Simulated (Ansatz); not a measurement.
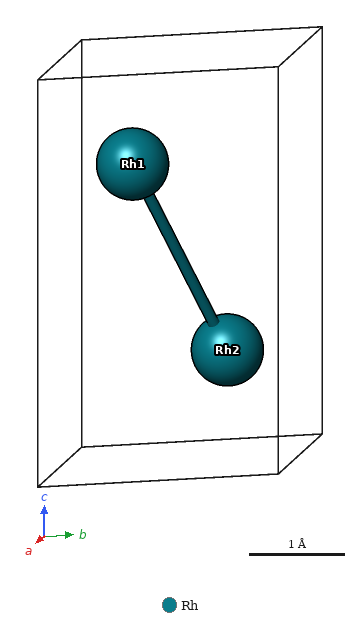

Fig. 1: The structure as given in the input (ball-and-stick view of the cell of the calculation, seen slightly off an axis; atoms are numbered from 1 in the order of the input). An atom can appear more than once, as a periodic image.

# Two runs on Rh

System: Rh (Cmcm, 2 atoms in the cell).
Method of the first run: DFT r2SCAN, scalar-relativistic, plane waves, PAW, no spin polarisation (Ansatz 0.2.0).

The structure derives from a Materials Project entry. Text and figures count atoms from 1; the logs count them from 0 in places.

## The input, the first run
```yaml
crystal:
  lattice:
    - [2.5414245917, 0.0, 0.0]
    - [-1.2707122958, 2.341423679, 0.0]
    - [0.0, 0.0, 4.3486172211]
  atoms:
    - { symbol: Rh, position: [0.6666666667, 0.3333333333, 0.75] }
    - { symbol: Rh, position: [0.3333333333, 0.6666666667, 0.25] }
basis:
  ecutwfc: 500
kpoints:
  mp_grid: { grid: [24, 24, 14] }
hamiltonian:
  xc: r2scan
scf:
  occupations: { method: gaussian, width: 0.15 }
output:
  forces: true
  stress: true
  eigenvalues: true
```

Launched with:
```bash
ansatz run input.yaml --threads 1 --pin off --max-ram 2560MiB --backend cpu --events-out ev --progress --plain --runs-dir out
```

Hardware: 1 thread of Intel Xeon @ 2.50GHz (Skylake/Cascade Lake), 192 GiB of memory available, shared host.

## Output, shortened to warnings, some set-up lines, iterations and results (the first run)
```
Basis set: ecut = 500 eV, 659 PW (Γ), exchange–correlation on 80×80×128 points (64 copies of the dense FFT grid, shifted against one another)
Symmetry: 8 space group operations
k-points: 1256 of 8064
Initial density: superposition of atomic densities (neutral atoms: chi_scale 0, normalization atom), corrected by the library's trained network
[...]
SCF iter   1: F=—  HF=-12830.264703 eV  |F-HF|=—  |Δ(HF+E_count)|=         —  Δρ=1.21e-2  dr2=8.60e-3  dr2_τ=1.90e-2  ethr=1.77e-3  ⟨swp⟩=5.1  Hψ=109365  notcnv=0
SCF iter   2: F=—  HF=-12830.290709 eV  |F-HF|=—  |Δ(HF+E_count)|=   2.60e-2  Δρ=7.30e-3  dr2=4.18e-3  dr2_τ=4.95e-4  ethr=2.53e-5  ⟨swp⟩=2.0  Hψ=46879  notcnv=0
SCF iter   3: F=—  HF=-12830.293272 eV  |F-HF|=—  |Δ(HF+E_count)|=   2.56e-3  Δρ=3.13e-3  dr2=2.16e-3  dr2_τ=2.31e-4  ethr=1.23e-5  ⟨swp⟩=2.8  Hψ=47253  notcnv=0
SCF iter   4: F=—  HF=-12830.292675 eV  |F-HF|=—  |Δ(HF+E_count)|=   5.97e-4  Δρ=5.10e-4  dr2=4.28e-5  dr2_τ=1.24e-5  ethr=6.35e-6  ⟨swp⟩=2.1  Hψ=38511  notcnv=0
SCF iter   5: F=—  HF=-12830.292706 eV  |F-HF|=—  |Δ(HF+E_count)|=   3.19e-5  Δρ=1.70e-4  dr2=2.25e-6  dr2_τ=6.35e-7  ethr=1.26e-7  ⟨swp⟩=2.4  Hψ=43725  notcnv=0
SCF iter   6: F=—  HF=-12830.292720 eV  |F-HF|=—  |Δ(HF+E_count)|=   1.40e-5  Δρ=3.33e-5  dr2=1.89e-7  dr2_τ=5.17e-8  ethr=6.61e-9  ⟨swp⟩=2.1  Hψ=46499  notcnv=0
SCF iter   7: F=-12830.292721 eV  HF=-12830.292721 eV  |F-HF|=2.31e-8  |Δ(HF+E_count)|=   1.23e-7  Δρ=1.66e-5  dr2=6.78e-8  dr2_τ=2.68e-9  ethr=2.94e-10  ⟨swp⟩=5.1  Hψ=104980 …
SCF 1 converged in 7 iterations: F = -12830.292721 eV  dr2 = 6.78e-8
SCF converged after 7 iterations
Free energy (F): -12830.292721 eV
Harris-Foulkes:  -12830.292721 eV  (|F-HF|=2.31e-8)
Internal energy: -12830.260737 eV  (E = F + TS)
E sigma→0 (E₀):  -12830.276729 eV
Entropy (-TS):   -0.031983 eV (-15.992 meV/atom)
Fermi energy:    24.093904 eV
--- Per-component energies (eV) ---
  E_band       = -151.247426
  E_kinetic    = 1151.522418
  E_local      = -2984.371772  (includes V_loc(G=0)·N_el)
  E_nonlocal   = 711.265635
  E_hartree    = 1054.334208
  E_xc         = -435.416229
  E_vxc        = -630.957947  (∫ρ·V_xc dr)
  E_paw        = -7208.859144  (= ΣΔE_a)
  E_vpaw       = -550.037750  (= ΣTr[D̂ρ^β])
  E_aug_tail   = 0.001208  (compensation charges beyond the density's cutoff)
  E_vtau       = 42.648969  (kinetic-family band-sum trace: ∫τ·v_τ [+ j·A + Jᵃ·Aᵃ] dr)
  E_ewald      = -5117.997143
  E_core_change = -0.739919  (= ΣΔE_core)
  E_smearing   = -0.031983  (= −TS)
  E_closure    = 0.000000  (closes the sum)
  Σ components = -12830.292721   (vs F -12830.292721, Δ=0.00e0)
--- Forces (eV/Å), atoms counted from 1 ---
  atom   1  Rh    -0.00000000    -0.17852179     0.00000000
  atom   2  Rh     0.00000000     0.17852179    -0.00000000
  max |Σ_I F_I| component: 2.78e-17 eV/Å
--- Stress (GPa, compression-positive) ---
       38.731893      -0.000000      -0.000000
       -0.000000      11.541099      -0.000000
       -0.000000      -0.000000      14.325896
  P = ⅓ Tr σ = 21.5330 GPa (215.330 kbar)
```

For the second run the input was changed thus:
```diff
-    - [2.5414245917, 0.0, 0.0]
-    - [-1.2707122958, 2.341423679, 0.0]
+    - [2.6225338872, 0.0, 0.0]
+    - [-1.3112669436, 2.341423679, 0.0]
```

Predict how the results change.

With the same functional and potentials, the second run lies 69.6 meV per atom lower. The pressure goes from 21.53 to 9.49 GPa. The largest force goes from 0.179 to 0.080 eV/Å. The volume per atom goes from 12.94 to 13.35 Å³. The number of SCF iterations is the same. The plane waves at Γ go from 659 to 683.

## Output, shortened to warnings, some set-up lines, iterations and results (the second run)
```
Basis set: ecut = 500 eV, 683 PW (Γ), exchange–correlation on 80×80×128 points (64 copies of the dense FFT grid, shifted against one another)
Symmetry: 8 space group operations
k-points: 1256 of 8064
Initial density: superposition of atomic densities (neutral atoms: chi_scale 0, normalization atom), corrected by the library's trained network
[...]
SCF iter   1: F=—  HF=-12830.406099 eV  |F-HF|=—  |Δ(HF+E_count)|=         —  Δρ=1.18e-2  dr2=8.39e-3  dr2_τ=1.56e-2  ethr=1.77e-3  ⟨swp⟩=5.0  Hψ=107323  notcnv=0
SCF iter   2: F=—  HF=-12830.429800 eV  |F-HF|=—  |Δ(HF+E_count)|=   2.37e-2  Δρ=7.08e-3  dr2=4.00e-3  dr2_τ=4.83e-4  ethr=2.47e-5  ⟨swp⟩=2.0  Hψ=47261  notcnv=0
SCF iter   3: F=—  HF=-12830.432331 eV  |F-HF|=—  |Δ(HF+E_count)|=   2.53e-3  Δρ=2.78e-3  dr2=1.80e-3  dr2_τ=1.96e-4  ethr=1.18e-5  ⟨swp⟩=2.4  Hψ=42697  notcnv=0
SCF iter   4: F=—  HF=-12830.431860 eV  |F-HF|=—  |Δ(HF+E_count)|=   4.71e-4  Δρ=4.37e-4  dr2=2.54e-5  dr2_τ=1.25e-5  ethr=5.31e-6  ⟨swp⟩=2.1  Hψ=39672  notcnv=0
SCF iter   5: F=—  HF=-12830.431896 eV  |F-HF|=—  |Δ(HF+E_count)|=   3.62e-5  Δρ=1.69e-4  dr2=2.31e-6  dr2_τ=7.33e-7  ethr=7.47e-8  ⟨swp⟩=2.1  Hψ=43784  notcnv=0
SCF iter   6: F=—  HF=-12830.431912 eV  |F-HF|=—  |Δ(HF+E_count)|=   1.58e-5  Δρ=3.31e-5  dr2=1.92e-7  dr2_τ=6.90e-8  ethr=6.79e-9  ⟨swp⟩=2.1  Hψ=45851  notcnv=0
SCF iter   7: F=-12830.431912 eV  HF=-12830.431912 eV  |F-HF|=3.82e-8  |Δ(HF+E_count)|=   1.34e-7  Δρ=1.58e-5  dr2=6.08e-8  dr2_τ=2.75e-9  ethr=2.94e-10  ⟨swp⟩=5.1  Hψ=104859 …
SCF 1 converged in 7 iterations: F = -12830.431912 eV  dr2 = 6.08e-8
SCF converged after 7 iterations
Free energy (F): -12830.431912 eV
Harris-Foulkes:  -12830.431912 eV  (|F-HF|=3.82e-8)
Internal energy: -12830.398331 eV  (E = F + TS)
E sigma→0 (E₀):  -12830.415121 eV
Entropy (-TS):   -0.033581 eV (-16.790 meV/atom)
Fermi energy:    23.161274 eV
--- Per-component energies (eV) ---
  E_band       = -179.078857
  E_kinetic    = 1148.790785
  E_local      = -3058.476702  (includes V_loc(G=0)·N_el)
  E_nonlocal   = 710.988848
  E_hartree    = 1078.138665
  E_xc         = -434.455855
  E_vxc        = -629.533619  (∫ρ·V_xc dr)
  E_paw        = -7208.621304  (= ΣΔE_a)
  E_vpaw       = -549.718499  (= ΣTr[D̂ρ^β])
  E_aug_tail   = 0.001228  (compensation charges beyond the density's cutoff)
  E_vtau       = 42.579926  (kinetic-family band-sum trace: ∫τ·v_τ [+ j·A + Jᵃ·Aᵃ] dr)
  E_ewald      = -5066.024076
  E_core_change = -0.739919  (= ΣΔE_core)
  E_smearing   = -0.033581  (= −TS)
  E_closure    = 0.000000  (closes the sum)
  Σ components = -12830.431912   (vs F -12830.431912, Δ=0.00e0)
--- Forces (eV/Å), atoms counted from 1 ---
  atom   1  Rh     0.00000000    -0.08010901     0.00000000
  atom   2  Rh     0.00000000     0.08010901     0.00000000
  max |Σ_I F_I| component: 0.00e0 eV/Å
--- Stress (GPa, compression-positive) ---
       16.367646       0.000000       0.000000
        0.000000       5.253973       0.000000
        0.000000       0.000000       6.862848
  P = ⅓ Tr σ = 9.4948 GPa (94.948 kbar)
```

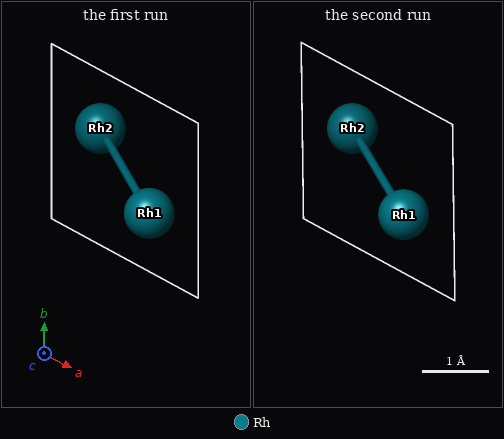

Fig. 2: The two input geometries at one scale (ball-and-stick view of the cell of the calculation, along the c axis). No atom moves by more than 0.005 Å relative to the cell. The volume changes by +3.2 %, with a 2.541 → 2.623 Å (+3.2 %), b 2.664 → 2.684 Å (+0.7 %), c stays at 4.349 Å, γ 118.5° → 119.3°. Among the contacts that change: Rh1–Rh1 2.541 → 2.623 Å, Rh1–Rh2 2.637 → 2.656 Å.

## The two runs side by side

```tsv
quantity	the first run	the second run
outcome	converged	converged
free energy per atom (eV)	−6415.1464	−6415.2160
energy per atom, smearing taken to zero (eV)	−6415.1384	−6415.2076
gap on the mesh (eV)	0.00	0.00
pressure (GPa)	21.53	9.49
volume per atom (Å³)	12.94	13.35
largest force (eV/Å)	0.179	0.080
SCF iterations	7	7
irreducible k-points	1256	1256
plane waves at Γ	659	683
wall time (shared host)	79 s	81 s
```
